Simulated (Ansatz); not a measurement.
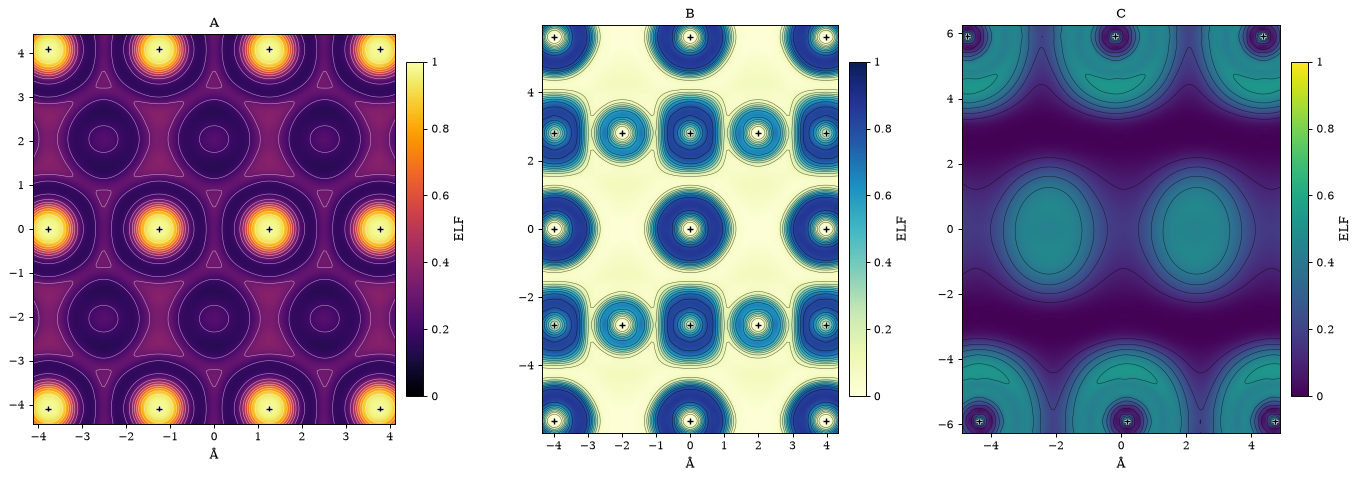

The electron localisation function of 3 systems, each on a plane through atoms (crosses mark nuclei in the plane).

Theory: Ansatz, DFT, PBEsol, PAW with Ansatz's default frozen-core files, scalar-relativistic.

System 1: SrTiO₃, the (101) plane of the conventional cell. Space group Pm-3m; computed pressure about −11 GPa in this cell; computed without spin polarisation.

```yaml
crystal:
  lattice:
    - [3.98159, 0.00000, 0.00000]
    - [0.00000, 3.98159, 0.00000]
    - [0.00000, 0.00000, 3.98159]
  atoms:
    - { symbol: Sr, position: [0.00000, 0.00000, 0.00000] }
    - { symbol: Ti, position: [0.50000, 0.50000, 0.50000] }
    - { symbol: O, position: [0.00000, 0.50000, 0.50000] }
    - { symbol: O, position: [0.50000, 0.00000, 0.50000] }
    - { symbol: O, position: [0.50000, 0.50000, 0.00000] }
```

System 2: Co, the (100) plane of the conventional cell. Space group P6₃/mmc; computed pressure about −16 GPa in this cell; spin-polarised.

```xyz
2
Lattice="2.5190 0.0000 0.0000 -1.2595 2.1815 0.0000 0.0000 0.0000 4.0910" Properties=species:S:1:pos:R:3 pbc="T T T"
Co    0.0000    1.4544    1.0228
Co    1.2595    0.7272    3.0682
```

System 3: Bi, the (100) plane of the conventional cell. Space group P-1; changed on purpose from its base cell (equal xy, yz and zx shear strains of +3 %, PAW files); computed pressure about −4 GPa in this cell.

```xyz
2
Lattice="-2.2105 3.8968 0.0249 4.5390 0.0681 0.0681 -0.1774 -0.1774 -11.8290" Properties=species:S:1:pos:R:3 pbc="T T T"
Bi   -0.0938    2.4875   -8.8324
Bi    2.2448    1.3000   -2.9036
```

Question: Which map belongs to which system?

Answer: Panel A is system 2, Co: the plane holds Co. Co–Co (2.52 Å): the ELF is about 0.25 at the midpoint (no shared electron pair shows on this line). Panel B is system 1, SrTiO₃: the plane holds Sr, Ti and O. Ti–O (1.99 Å): the ELF peaks at about 0.85 in the valence shell of O, 0.6 Å from its nucleus, and is about 0.20 at the midpoint: no shared electron pair shows on this line. Panel C is system 3, Bi: the plane holds Bi. Bi–Bi (4.54 Å): the ELF is about 0.20 at the midpoint; no localised pair shows between them.
